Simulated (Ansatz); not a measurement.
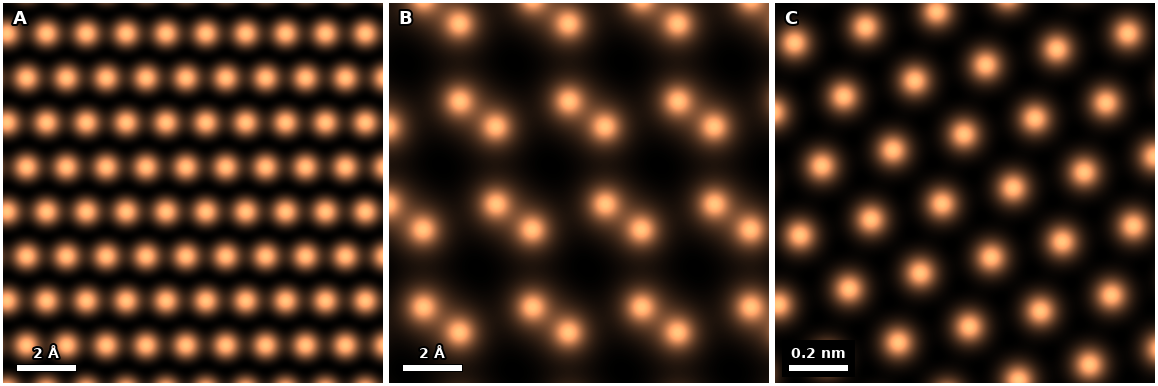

Three views of Al (Fd-3m, No. 227) along different zone axes. Simulated as the projected potential of neutral atoms (B = 0.5 Å²) blurred by a 0.56 Å probe, the thin-sample limit of integrated differential phase contrast. Structure: the geometry given to an electronic-structure calculation, possibly off equilibrium; the starting structure was generated, so it need not be a known form of this composition.

Space group Fd-3m:1 (No. 227). a = 6.097 Å, b = 6.097 Å, c = 6.097 Å, α = 90.00°, β = 90.00°, γ = 90.00°
```
atom  site  symmetry       x       y       z
  Al    8b      -43m  0.2500  0.2500  0.7500
```

### Match the panels to the zone axes [110], [111] and [210].

A is [210]: projected cell 1.36 × 1.67 Å, 114°, plane group c2mm. B is [110]: projected cell 3.73 × 3.73 Å, 109°, plane group c2mm. C is [111]: projected cell 2.49 × 2.49 Å, 120°, plane group p6mm.
